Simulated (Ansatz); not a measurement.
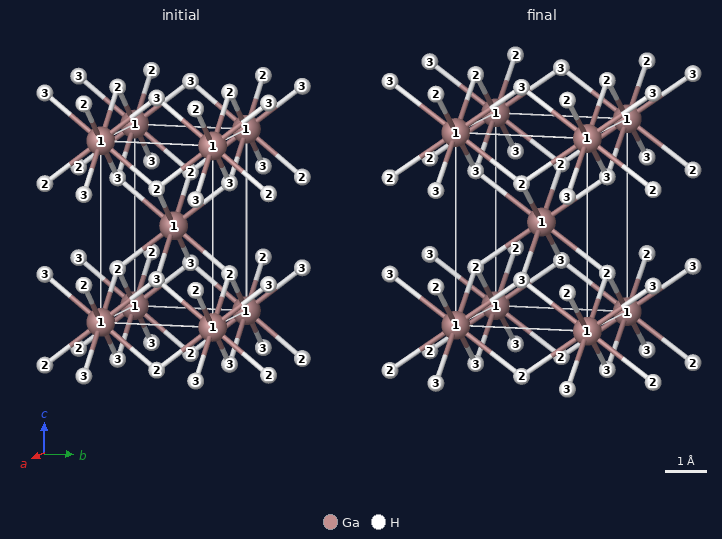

The structure of solid GaH2 (set up in I4/mmm) (coarse preliminary run) before (left) and after (right) a relaxation, at one scale.

The picture is a ball-and-stick view of the conventional cell (2 times the calculation's cell), seen slightly off an axis. Lengths and directions refer to the drawn axes.

Case: 2 H put on empty site 2 of 1 host cells, relaxed.

These are results of DFT PBE, scalar-relativistic, plane waves, PAW in Ansatz, not measurements. Settings: plane-wave cutoff 420 eV; k-point mesh 10 × 10 × 10; occupations gaussian; smearing width 0.1 eV; no spin polarisation; cell and atoms relaxed; force threshold 0.0325 eV/Å; at most 70 steps.

Question: What changed between the two?

Answer: After 6 accepted moves (8 points after the start) the energy has fallen by 1.047 eV per cell of the calculation. All forces vanish by symmetry, so only the cell relaxes. Pressure: 49.39 GPa at the start and 0.02 GPa at the end. The SCF was repeated twice at an unchanged geometry on a basis and grid sized afresh for the cell, which shifted the energy by 50.1 meV per cell of the calculation at most. No atom moves by more than 0.005 Å relative to the cell. Cell: a = b 2.886 → 3.395 Å (+17.7 %), c 4.533 → 4.814 Å (+6.2 %). Volume +47.0 %. Among the contacts that change: Ga1–H2 1.835 → 2.081 Å. The space group (tolerance 0.01 Å) goes from I4/mmm (No. 139) to Fm-3m (No. 225). The run took 7.8 s on 2 threads of Arm Neoverse V2 (shared host), peak memory 0.34 GiB.
